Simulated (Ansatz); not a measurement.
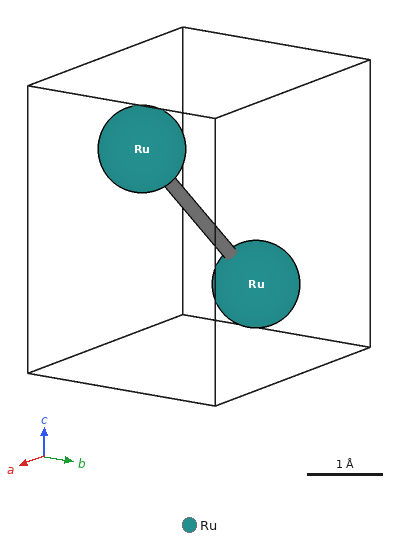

The structure as given in the input (ball-and-stick view of the cell of the calculation, seen at an oblique angle).

# Run report: Ru, geometry relaxation (part 1 of 2)

- system: Ru (2 atoms in the cell)
- method: DFT, PBE, PAW with Ansatz's default frozen-core files, scalar-relativistic, no spin polarisation (Ansatz 0.2.0)

The structure was built on a prototype by a generator; it need not be a known phase. It belongs to a series of runs on one base structure; here: hcp relaxed, PAW files.

### Log
```
Engine: ansatz 0.2.0, aarch64-unknown-linux-gnu
Pseudopotentials: kind: paw
Pseudopotential: Ru, paw, valence charge 16, recommended cutoff 420 eV (normal), Ru.paw.azcp
Functional definition: PBE
  parameter kappa = 0.804
  parameter beta = 0.06672455060314922
  exchange = pbe_x(kappa = kappa, mu = beta*pi^2/3)
  correlation = pbe_c(beta = beta)
Crystal: 2 atoms, lattice volume = 27.536 Å³
Basis set: ecut = 420 eV, 549 PW (Γ), exchange–correlation on 40×40×60 points (8 copies of the dense FFT grid, shifted against one another)
Bands: 20, of which v1, the nominal top of the filled ones, is band 16 counted from 1 (15 counted from 0)
Symmetry: 24 space group operations
Space group: P63/mmc (ITA 194), of the structure as read, at distance tolerance 3.0e-5 Å
k-points: 198 of 2890
Non-local potential: Ru, projectors of the file, l = 0: 3, l = 1: 2, l = 2: 2, l = 3: 1
PAW form: soft (Blöchl's): semilocal exchange-correlation on the pseudo side does not see the compensation charge
PAW one-centre angular grid: Ru, 590 points (default); XC on 64 Gauss nodes
Initial density: superposition of atomic densities (neutral atoms: chi_scale 0, normalization atom), corrected by the library's trained network
Initial wavefunctions: pseudopotential atomic-orbital guess
Functional: x = pbe(κ = 0.804, μ = 0.2195149727645171), c = pbe(β = 0.06672455060314922)
SCF iter   1: F=—  HF=-11757.358882 eV  |F-HF|=—  |Δ(HF+E_count)|=         —  Δρ=6.32e-3  dr2=2.19e-3  ethr=1.77e-3  ⟨swp⟩=5.0  Hψ=15568  notcnv=0
preconditioner: auto → none  [metal: Δε(μ)=0.020 eV  Ē_g=5.719 eV  σ=0.050 eV  W_gap=0.10  n_scr=8 (ndim 8)  ℏωp=28.3 eV  f_vac=0.000  D(μ)=1.98/eV (n_scr^D=22)  sad-step TF]
SCF iter   2: F=—  HF=-11757.361365 eV  |F-HF|=—  |Δ(HF+E_count)|=   2.48e-3  Δρ=3.70e-3  dr2=7.74e-4  ethr=6.83e-6  ⟨swp⟩=2.0  Hψ=8680  notcnv=0
SCF iter   3: F=—  HF=-11757.362413 eV  |F-HF|=—  |Δ(HF+E_count)|=   1.05e-3  Δρ=2.36e-4  dr2=3.24e-6  ethr=2.42e-6  ⟨swp⟩=2.0  Hψ=5471  notcnv=0
SCF iter   4: F=—  HF=-11757.362388 eV  |F-HF|=—  |Δ(HF+E_count)|=   2.44e-5  Δρ=1.02e-4  dr2=4.73e-7  ethr=1.01e-8  ⟨swp⟩=2.0  Hψ=7163  notcnv=0
iter 5 did not close the SCF: its close was put off for the readings that it lacked (scf_convergence_deferred on its scf_iter line)
SCF iter   5: F=-11757.362389 eV  HF=-11757.362389 eV  |F-HF|=4.70e-8  |Δ(HF+E_count)|=   9.93e-7  Δρ=1.83e-5  dr2=6.14e-8  ethr=1.48e-9  ⟨swp⟩=2.1  Hψ=6673  notcnv=0
SCF iter   6: F=-11757.362389 eV  HF=-11757.362389 eV  |F-HF|=1.50e-9  |Δ(HF+E_count)|=   1.97e-8  Δρ=3.06e-6  dr2=2.09e-9  ethr=1.92e-10  ⟨swp⟩=5.2  Hψ=24169  notcnv=0
SCF 1 converged in 6 iterations: F = -11757.362389 eV  dr2 = 2.09e-9
  greatest PAW one-centre occupation: 0.998 electrons in one spin orbital (limit 2), on the Ru atom at site 1 (counted from 0), in its partial waves of l = 0
relax step   1: F+E_penalty+E_count = -11757.36238936 eV  Δ(F+E_penalty+E_count) = +0.000e0 eV  max|allowed force component| = 5.551e-17 eV/Å  Δτ_max = 0.0000 Å  P = -0.072 GPa  Ω = 27.536 Å³  (6 SCF iters, dr2 threshold 1.00e-7 eV, accepted)
Crystal: 2 atoms, lattice volume = 27.533 Å³
Basis set: ecut = 420 eV, 537 PW (Γ), exchange–correlation on 40×40×60 points (8 copies of the dense FFT grid, shifted against one another)
Initial density: handed on by an earlier stage of this run
Initial wavefunctions: those handed on with the density
iter 1 solved again at ethr=3.57e-6 eV; its pass at ethr=3.10e-3 eV (dr2=1.14e-3 eV) is discarded
SCF iter   1: F=—  HF=-11757.371975 eV  |F-HF|=—  |Δ(HF+E_count)|=         —  Δρ=3.18e-3  dr2=1.12e-3  ethr=3.57e-6  ⟨swp⟩=2.1  Hψ=23989  notcnv=0
preconditioner: auto → none  [metal: Δε(μ)=0.011 eV  Ē_g=5.727 eV  σ=0.050 eV  W_gap=0.05  n_scr=8 (ndim 8)  ℏωp=28.3 eV  f_vac=0.000  D(μ)=2.27/eV (n_scr^D=22)]
SCF iter   2: F=—  HF=-11757.371885 eV  |F-HF|=—  |Δ(HF+E_count)|=   8.98e-5  Δρ=1.48e-3  dr2=2.19e-4  ethr=3.49e-6  ⟨swp⟩=1.0  Hψ=3960  notcnv=0
SCF iter   3: F=—  HF=-11757.371890 eV  |F-HF|=—  |Δ(HF+E_count)|=   4.94e-6  Δρ=1.74e-4  dr2=5.52e-6  ethr=6.85e-7  ⟨swp⟩=1.6  Hψ=5096  notcnv=0
SCF iter   4: F=—  HF=-11757.371857 eV  |F-HF|=—  |Δ(HF+E_count)|=   3.30e-5  Δρ=3.94e-5  dr2=9.93e-8  ethr=1.73e-8  ⟨swp⟩=2.3  Hψ=6937  notcnv=0
iter 5 did not close the SCF: its close was put off for the readings that it lacked (scf_convergence_deferred on its scf_iter line)
SCF iter   5: F=-11757.371857 eV  HF=-11757.371857 eV  |F-HF|=1.56e-10  |Δ(HF+E_count)|=   6.44e-8  Δρ=7.34e-6  dr2=3.39e-9  ethr=3.10e-10  ⟨swp⟩=2.4  Hψ=6748  notcnv=0
SCF iter   6: F=-11757.371857 eV  HF=-11757.371857 eV  |F-HF|=7.28e-12  |Δ(HF+E_count)|=  5.89e-10  Δρ=3.54e-7  dr2=6.86e-12  ethr=1.06e-11  ⟨swp⟩=4.8  Hψ=20503  notcnv=0
SCF 2 converged in 6 iterations: F = -11757.371857 eV  dr2 = 6.86e-12
relax step   2: F+E_penalty+E_count = -11757.37185740 eV  Δ(F+E_penalty+E_count) = -9.468e-3 eV  max|allowed force component| = 5.551e-17 eV/Å  Δτ_max = 0.0000 Å  P = +0.430 GPa  Ω = 27.533 Å³  energy of the carried Pulay correction = +1.185e-5 eV  (6 SCF iters, dr2 threshold 2.00e-7 eV, accepted)
Crystal: 2 atoms, lattice volume = 27.567 Å³
iter 1 solved again at ethr=6.33e-7 eV; its pass at ethr=3.10e-3 eV (dr2=2.03e-4 eV) is discarded
SCF iter   1: F=—  HF=-11757.379340 eV  |F-HF|=—  |Δ(HF+E_count)|=         —  Δρ=1.29e-3  dr2=1.72e-4  ethr=6.33e-7  ⟨swp⟩=2.0  Hψ=23722  notcnv=0
preconditioner: auto → none  [metal: Δε(μ)=0.003 eV  Ē_g=5.716 eV  σ=0.050 eV  W_gap=0.02  n_scr=8 (ndim 8)  ℏωp=28.3 eV  f_vac=0.000  D(μ)=2.24/eV (n_scr^D=22)]
SCF iter   2: F=—  HF=-11757.379294 eV  |F-HF|=—  |Δ(HF+E_count)|=   4.63e-5  Δρ=5.92e-4  dr2=3.40e-5  ethr=5.37e-7  ⟨swp⟩=1.0  Hψ=3960  notcnv=0
SCF iter   3: F=—  HF=-11757.379296 eV  |F-HF|=—  |Δ(HF+E_count)|=   2.09e-6  Δρ=6.64e-5  dr2=7.32e-7  ethr=1.06e-7  ⟨swp⟩=2.0  Hψ=5584  notcnv=0
iter 4 did not close the SCF: its close was put off for the readings that it lacked (scf_convergence_deferred on its scf_iter line)
SCF iter   4: F=-11757.379296 eV  HF=-11757.379296 eV  |F-HF|=7.25e-9  |Δ(HF+E_count)|=   1.26e-7  Δρ=1.78e-5  dr2=2.07e-8  ethr=2.29e-9  ⟨swp⟩=2.5  Hψ=6980  notcnv=0
iter 5 did not close the SCF: its close was put off for the readings that it lacked (scf_convergence_deferred on its scf_iter line)
SCF iter   5: F=-11757.379296 eV  HF=-11757.379296 eV  |F-HF|=7.28e-12  |Δ(HF+E_count)|=   9.30e-9  Δρ=2.62e-6  dr2=3.83e-10  ethr=6.46e-11  ⟨swp⟩=2.1  Hψ=6197  notcnv=0
SCF iter   6: F=-11757.379296 eV  HF=-11757.379296 eV  |F-HF|=1.82e-12  |Δ(HF+E_count)|=  6.18e-11  Δρ=3.34e-7  dr2=8.93e-12  ethr=1.20e-12  ⟨swp⟩=4.1  Hψ=20869  notcnv=0
SCF 3 converged in 6 iterations: F = -11757.379296 eV  dr2 = 8.93e-12
relax step   3: F+E_penalty+E_count = -11757.37929599 eV  Δ(F+E_penalty+E_count) = -7.439e-3 eV  max|allowed force component| = 2.313e-17 eV/Å  Δτ_max = 0.0000 Å  P = -0.304 GPa  Ω = 27.567 Å³  energy of the carried Pulay correction = -7.147e-6 eV  (6 SCF iters, dr2 threshold 2.00e-7 eV, accepted)
Crystal: 2 atoms, lattice volume = 27.535 Å³
iter 1 solved again at ethr=5.31e-9 eV; its pass at ethr=3.10e-3 eV (dr2=1.70e-6 eV) is discarded
SCF iter   1: F=—  HF=-11757.379371 eV  |F-HF|=—  |Δ(HF+E_count)|=         —  Δρ=9.22e-5  dr2=1.89e-6  ethr=5.31e-9  ⟨swp⟩=2.0  Hψ=19926  notcnv=0
preconditioner: auto → none  [metal: Δε(μ)=0.004 eV  Ē_g=5.724 eV  σ=0.050 eV  W_gap=0.02  n_scr=8 (ndim 8)  ℏωp=28.3 eV  f_vac=0.000  D(μ)=2.23/eV (n_scr^D=22)]
iter 2 did not close the SCF: its close was put off for the readings that it lacked (scf_convergence_deferred on its scf_iter line)
SCF iter   2: F=-11757.379335 eV  HF=-11757.379335 eV  |F-HF|=1.73e-8  |Δ(HF+E_count)|=   3.56e-5  Δρ=3.95e-5  dr2=1.58e-7  ethr=5.31e-9  ⟨swp⟩=2.0  Hψ=5519  notcnv=0
iter 3 did not close the SCF: its close was put off for the readings that it lacked (scf_convergence_deferred on its scf_iter line)
SCF iter   3: F=-11757.379335 eV  HF=-11757.379335 eV  |F-HF|=6.06e-10  |Δ(HF+E_count)|=   1.60e-8  Δρ=1.15e-5  dr2=1.76e-8  ethr=4.95e-10  ⟨swp⟩=1.3  Hψ=4404  notcnv=0
iter 4 did not close the SCF: its close was put off for the readings that it lacked (scf_convergence_deferred on its scf_iter line)
SCF iter   4: F=-11757.379335 eV  HF=-11757.379335 eV  |F-HF|=7.28e-12  |Δ(HF+E_count)|=   2.82e-9  Δρ=1.11e-6  dr2=1.08e-10  ethr=5.50e-11  ⟨swp⟩=2.2  Hψ=6567  notcnv=0
iter 5 did not close the SCF: its close was put off for the readings that it lacked (scf_convergence_deferred on its scf_iter line)
SCF iter   5: F=-11757.379335 eV  HF=-11757.379335 eV  |F-HF|=3.64e-12  |Δ(HF+E_count)|=  4.37e-11  Δρ=1.71e-7  dr2=3.95e-12  ethr=1.00e-12  ⟨swp⟩=2.6  Hψ=6507  notcnv=0
SCF iter   6: F=-11757.379335 eV  HF=-11757.379335 eV  |F-HF|=7.28e-12  |Δ(HF+E_count)|=  7.28e-12  Δρ=3.05e-8  dr2=1.18e-13  ethr=1.00e-12  ⟨swp⟩=3.6  Hψ=15536  notcnv=0
SCF 4 converged in 6 iterations: F = -11757.379335 eV  dr2 = 1.18e-13
relax step   4: F+E_penalty+E_count = -11757.37933521 eV  Δ(F+E_penalty+E_count) = -3.922e-5 eV  max|allowed force component| = 6.476e-17 eV/Å  Δτ_max = 0.0000 Å  P = +0.054 GPa  Ω = 27.535 Å³  energy of the carried Pulay correction = +6.767e-6 eV  (6 SCF iters, dr2 threshold 2.00e-7 eV, accepted)
Crystal: 2 atoms, lattice volume = 27.540 Å³
iter 1 solved again at ethr=1.48e-10 eV; its pass at ethr=3.10e-3 eV (dr2=4.73e-8 eV) is discarded
SCF iter   1: F=—  HF=-11757.379369 eV  |F-HF|=—  |Δ(HF+E_count)|=         —  Δρ=1.47e-5  dr2=4.75e-8  ethr=1.48e-10  ⟨swp⟩=2.2  Hψ=20157  notcnv=0
preconditioner: auto → none  [metal: Δε(μ)=0.003 eV  Ē_g=5.723 eV  σ=0.050 eV  W_gap=0.02  n_scr=8 (ndim 8)  ℏωp=28.3 eV  f_vac=0.000  D(μ)=2.24/eV (n_scr^D=22)]
iter 2 did not close the SCF: its close was put off for the readings that it lacked (scf_convergence_deferred on its scf_iter line)
SCF iter   2: F=-11757.379334 eV  HF=-11757.379334 eV  |F-HF|=4.04e-10  |Δ(HF+E_count)|=   3.53e-5  Δρ=6.21e-6  dr2=3.94e-9  ethr=1.48e-10  ⟨swp⟩=2.3  Hψ=6318  notcnv=0
iter 3 did not close the SCF: its close was put off for the readings that it lacked (scf_convergence_deferred on its scf_iter line)
SCF iter   3: F=-11757.379334 eV  HF=-11757.379334 eV  |F-HF|=4.00e-11  |Δ(HF+E_count)|=  4.40e-10  Δρ=1.86e-6  dr2=4.23e-10  ethr=1.23e-11  ⟨swp⟩=1.2  Hψ=4184  notcnv=0
iter 4 did not close the SCF: its close was put off for the readings that it lacked (scf_convergence_deferred on its scf_iter line)
SCF iter   4: F=-11757.379334 eV  HF=-11757.379334 eV  |F-HF|=1.82e-12  |Δ(HF+E_count)|=  8.55e-11  Δρ=1.51e-7  dr2=1.20e-12  ethr=1.32e-12  ⟨swp⟩=2.3  Hψ=6752  notcnv=0
iter 5 did not close the SCF: its close was put off for the readings that it lacked (scf_convergence_deferred on its scf_iter line)
SCF iter   5: F=-11757.379334 eV  HF=-11757.379334 eV  |F-HF|=3.64e-12  |Δ(HF+E_count)|=  1.82e-12  Δρ=1.39e-8  dr2=1.84e-14  ethr=1.00e-12  ⟨swp⟩=1.0  Hψ=3960  notcnv=0
SCF iter   6: F=-11757.379334 eV  HF=-11757.379334 eV  |F-HF|=0.00e0  |Δ(HF+E_count)|=  3.64e-12  Δρ=2.82e-9  dr2=6.63e-16  ethr=1.00e-12  ⟨swp⟩=2.9  Hψ=13311  notcnv=0
SCF 5 converged in 6 iterations: F = -11757.379334 eV  dr2 = 6.63e-16
relax step   5: F+E_penalty+E_count = -11757.37933399 eV  Δ(F+E_penalty+E_count) = +1.216e-6 eV  max|allowed force component| = 3.701e-17 eV/Å  Δτ_max = 0.0000 Å  P = -0.000 GPa  Ω = 27.540 Å³  energy of the carried Pulay correction = +4.651e-6 eV  (6 SCF iters, accepted)
Initial wavefunctions: pseudopotential atomic-orbital guess (no wavefunctions were taken with the density)
iter 1 solved again at ethr=1.45e-8 eV; its pass at ethr=3.10e-3 eV (dr2=4.64e-6 eV) is discarded
SCF iter   1: F=—  HF=-11757.379344 eV  |F-HF|=—  |Δ(HF+E_count)|=         —  Δρ=6.77e-5  dr2=1.61e-7  ethr=1.45e-8  ⟨swp⟩=3.0  Hψ=28022  notcnv=0
SCF iter   2: F=—  HF=-11757.379309 eV  |F-HF|=—  |Δ(HF+E_count)|=   3.56e-5  Δρ=2.86e-5  dr2=2.04e-8  ethr=5.02e-10  ⟨swp⟩=2.2  Hψ=7107  notcnv=0
SCF iter   3: F=—  HF=-11757.379309 eV  |F-HF|=—  |Δ(HF+E_count)|=   1.43e-7  Δρ=6.59e-6  dr2=9.46e-10  ethr=6.37e-11  ⟨swp⟩=2.4  Hψ=5577  notcnv=0
iter 4 did not close the SCF: its close was put off for the readings that it lacked (scf_convergence_deferred on its scf_iter line)
SCF iter   4: F=-11757.379309 eV  HF=-11757.379309 eV  |F-HF|=4.91e-11  |Δ(HF+E_count)|=   9.66e-9  Δρ=5.56e-7  dr2=1.48e-11  ethr=2.96e-12  ⟨swp⟩=2.0  Hψ=5470  notcnv=0
iter 5 did not close the SCF: its close was put off for the readings that it lacked (scf_convergence_deferred on its scf_iter line)
SCF iter   5: F=-11757.379309 eV  HF=-11757.379309 eV  |F-HF|=3.64e-12  |Δ(HF+E_count)|=  5.09e-11  Δρ=2.94e-8  dr2=4.30e-14  ethr=1.00e-12  ⟨swp⟩=1.0  Hψ=3960  notcnv=0
iter 6 did not close the SCF: its close was put off for the readings that it lacked (scf_convergence_deferred on its scf_iter line)
SCF iter   6: F=-11757.379309 eV  HF=-11757.379309 eV  |F-HF|=0.00e0  |Δ(HF+E_count)|=  1.82e-12  Δρ=1.04e-8  dr2=1.63e-14  ethr=1.00e-12  ⟨swp⟩=1.0  Hψ=3960  notcnv=0
iter 7 did not close the SCF: its close was put off for the readings that it lacked (scf_convergence_deferred on its scf_iter line)
SCF iter   7: F=-11757.379309 eV  HF=-11757.379309 eV  |F-HF|=3.64e-12  |Δ(HF+E_count)|=  3.64e-12  Δρ=3.56e-9  dr2=8.41e-16  ethr=1.00e-12  ⟨swp⟩=1.0  Hψ=3960  notcnv=0
SCF iter   8: F=-11757.379309 eV  HF=-11757.379309 eV  |F-HF|=0.00e0  |Δ(HF+E_count)|=  3.64e-12  Δρ=1.04e-9  dr2=4.66e-17  ethr=1.00e-12  ⟨swp⟩=2.1  Hψ=11877  notcnv=0
SCF 6 converged in 8 iterations: F = -11757.379309 eV  dr2 = 4.66e-17
relax step   6: F+E_penalty+E_count = -11757.37930891 eV  Δ(F+E_penalty+E_count) = +2.508e-5 eV  max|allowed force component| = 3.932e-17 eV/Å  Δτ_max = 0.0000 Å  P = +0.001 GPa  Ω = 27.540 Å³  stress off target by 1.18e-2 GPa  SCF on the basis re-selected at this cell (its energy is not comparable with the rows above)  (8 SCF iters)
```

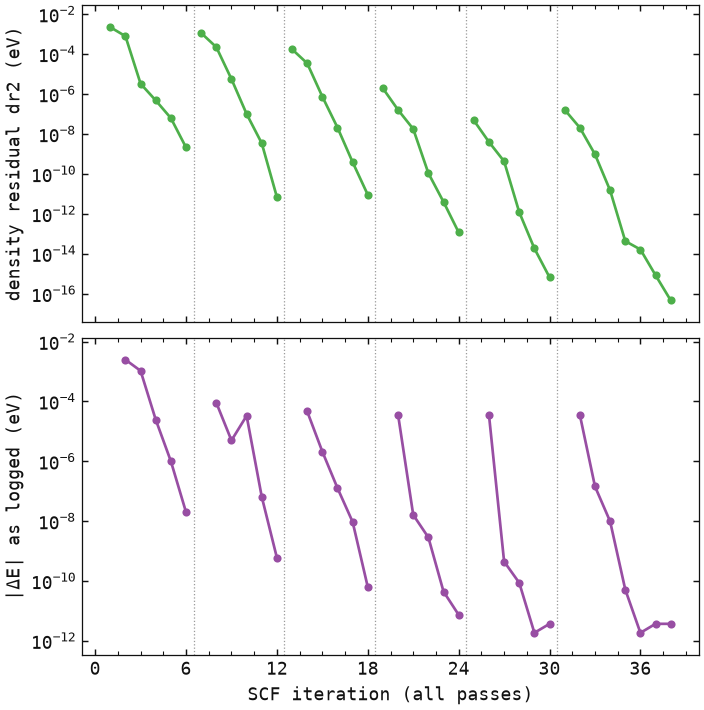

Convergence of the self-consistent field: density residual dr2 and size of the energy change against the SCF iteration. The dotted lines part the SCF passes of the relaxation: geometry steps, rejected trials and re-solves on a re-selected basis. The 6 passes take 6 to 8 iterations each, 38 in all.

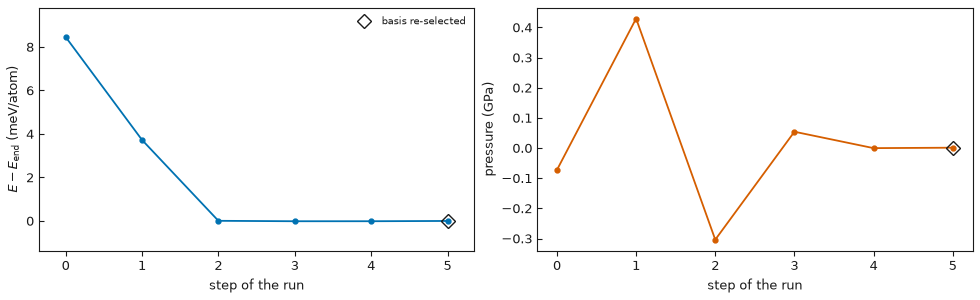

Progress of the relaxation, step by step (the first geometry is step 0 here and step 1 in the log).
